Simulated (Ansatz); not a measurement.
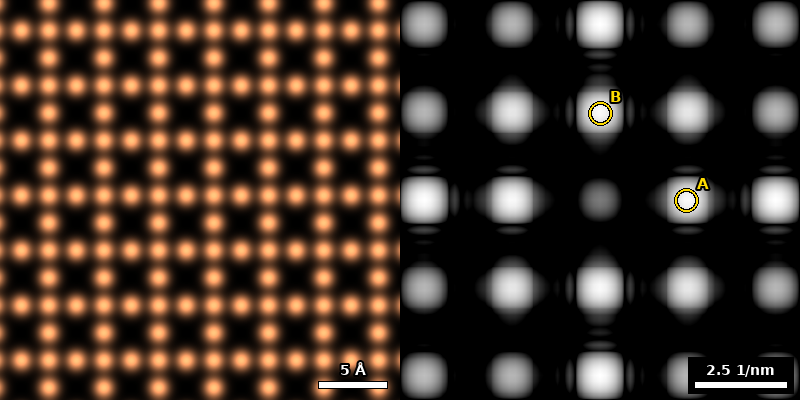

Z-contrast image of S (P4mm, No. 99) along [001]. The image is simulated as a sum over atoms of Z^1.7, blurred by a 1.25 Å probe (no channelling). The probe carries 15 % of its weight in a tail 2.5 times as wide. Structure used: the geometry relaxed with Ansatz, DFT PBE, scalar-relativistic, plane waves, PAW; the starting structure was generated, so it need not be a known form of this composition.

The right panel is the modulus of the image's Fourier transform on a logarithmic scale.

a = 4.156 Å, b = 4.156 Å, c = 4.711 Å, α = 90.00°, β = 90.00°, γ = 90.00°

Question: Index the marked spots and give their plane spacings (the zone axis points at the viewer; indices equivalent by symmetry, or all signs reversed, are as good).

Answer: A: (010), d = 4.16 Å; B: (-1 0 0), d = 4.16 Å. A and B enclose 90°, and every spot obeys the zone law hu + kv + lw = 0 for [001].
